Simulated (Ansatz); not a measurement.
System: Cd$_{4}$Se$_{3}$.

```
Cd Se
1.0
     5.71573    0.00000    0.00000
     0.00000    5.71573    0.00000
     0.00000    0.00000    5.71573
Cd Se
4 3
Direct
  0.50000 0.50000 0.50000
  0.50000 0.00000 0.00000
  0.00000 0.50000 0.00000
  0.00000 0.00000 0.50000
  0.50000 0.50000 0.00000
  0.00000 0.50000 0.50000
  0.50000 0.00000 0.50000
```

Space group Pm-3m; a generated structure, not necessarily the stable one.

The calculation used Ansatz, DFT PBE, scalar-relativistic, plane waves, PAW.

**What will maps of the valence pseudo-density and electron localisation function show?**

Cd–Se (2.86 Å): ρ is about 0.26 e/Å³ halfway; the ELF is about 0.35 at the midpoint and 0.15 at its lowest between the atoms.

**Metal or insulator at this level of theory?**

It is metallic or semimetallic at this level of theory: no gap opens.

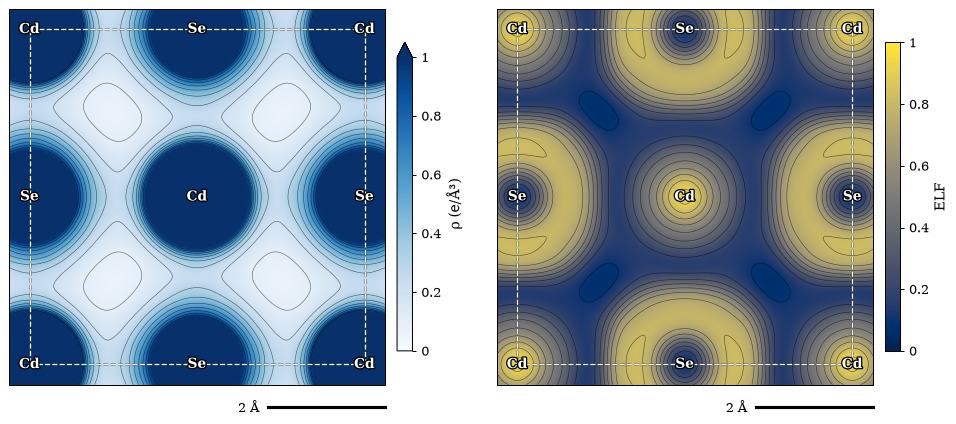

Computed valence pseudo-density and electron localisation function on the (100) plane of the conventional cell, in this order. 
